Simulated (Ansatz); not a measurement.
# TiO2: what the fields show

Input file:

```
crystal:
  lattice:
    - [-1.8888957585, 1.8888957585, 4.7917385078]
    - [1.8888957585, -1.8888957585, 4.7917385078]
    - [1.8888957585, 1.8888957585, -4.7917385078]
  atoms:
    - { symbol: Ti, position: [0.0, 0.0, 0.0] }
    - { symbol: Ti, position: [0.75, 0.25, 0.5] }
    - { symbol: O, position: [0.9572855798, 0.4572855798, 0.5] }
    - { symbol: O, position: [0.2072855798, 0.2072855798, 0.0] }
    - { symbol: O, position: [0.5427144202, 0.0427144202, 0.5] }
    - { symbol: O, position: [0.7927144202, 0.7927144202, 0.0] }
kpoints:
  mp_grid: { grid: [6, 6, 6] }
  band_path:
    path:
      - [0.0, 0.0, 0.0]
      - [0.0, 0.0, 0.5]
      - [0.25, 0.25, 0.25]
      - [0.0, 0.5, 0.0]
      - [0.5, 0.5, -0.5]
      - [0.288848099, 0.711151901, -0.288848099]
      - [-0.288848099, 0.288848099, 0.288848099]
      - [-0.077696198, 0.077696198, 0.5]
      - [0.5, 0.5, -0.077696198]
      - [0.0, 0.0, 0.4375]
      - [0.3, 0.3, -0.3]
    npoints: 1
hamiltonian:
  xc: hse06
scf:
  occupations: { method: fixed }
  n_extra_bands: 5
output:
  forces: true
  stress: true
  eigenvalues: true
  write_density: true
  write_potential: true
  elf: true
  volumetric_format: npy
```

Launched as:

```sh
ansatz run input.yaml --threads 4 --pin off --max-ram 6451MiB --backend cpu --events-out ev --progress --plain --runs-dir out
```

Below, planes, directions and counts refer to the conventional cell (a = 3.78 Å, b = 3.78 Å, c = 9.58 Å, α = 90.00°, β = 90.00°, γ = 90.00°).

Space group I4₁/amd; a structure from a database of computed crystals, not necessarily the ambient phase; started from the database structure prototype, which need not be the ambient phase; computed pressure about −3 GPa in this cell; computed without spin polarisation.

Method: DFT, HSE06, plane waves, PAW (Ansatz 0.2.0).

The density is the valence pseudo-density of a PAW calculation; it isn't the true density close to the nuclei.

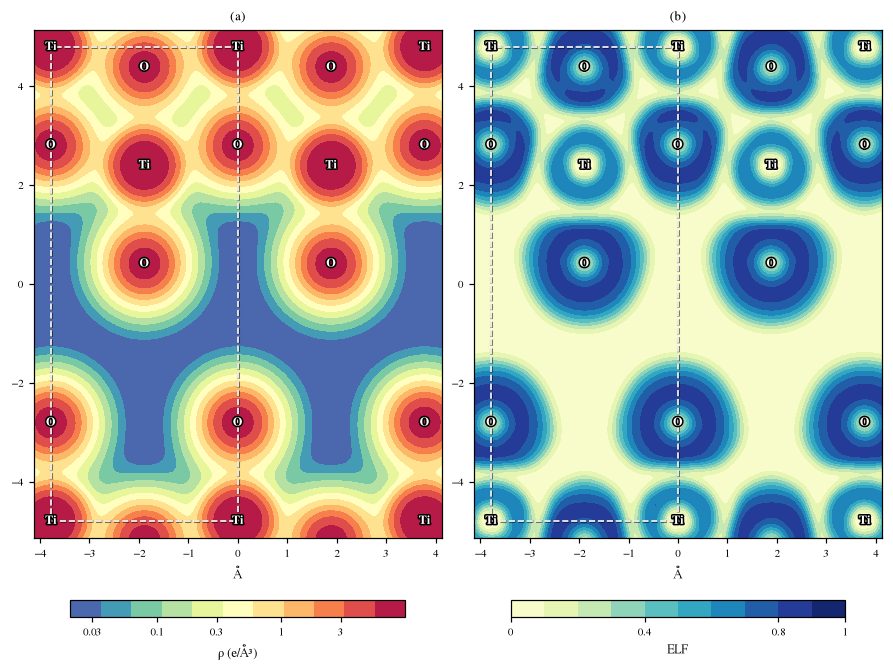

Figure 1. (a) valence electron density; (b) ELF on the (010) plane of the conventional cell.

What do the fields say about this system?

The plane passes through Ti and O nuclei. Ti–O (1.93 Å): ρ is about 0.75 e/Å³ halfway; the ELF peaks at about 0.85 in the valence shell of O, 0.6 Å from its nucleus, and is about 0.20 at the midpoint; no localised pair shows between them. Ti–O (1.99 Å): the density is about 0.67 e/Å³ at the midpoint; the ELF peaks at about 0.85 in the valence shell of O, 0.6 Å from its nucleus, and is about 0.20 at the midpoint: no shared electron pair shows on this line. Between the atoms the lowest density in this plane is 0.02 e/Å³. The features right at Ti lie inside the PAW spheres, where the map follows smoothed inner orbitals and isn't to be read closely.

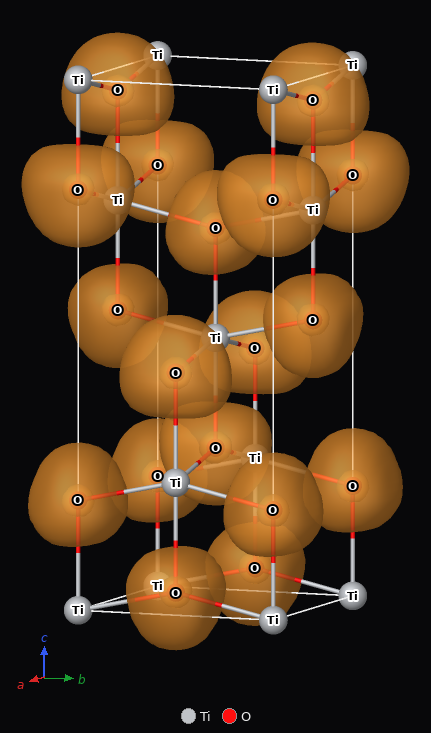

Figure 2. Isosurface of the ELF at 0.6 (orange), seen slightly off an axis. Core shells and regions of very low density are left out. Sticks mark near contacts.

Where are the electrons localised?

At this value the surface marks out eight regions wrapped around O (the valence shell of each), counted in one cell of 12 atoms. Any copies at cell faces, edges or corners count once.

Does the calculation give a band gap?

It is gapped, with a Kohn–Sham gap of 3.6 eV on the k-point mesh (the band edges may lie off the mesh, which would make the gap smaller).
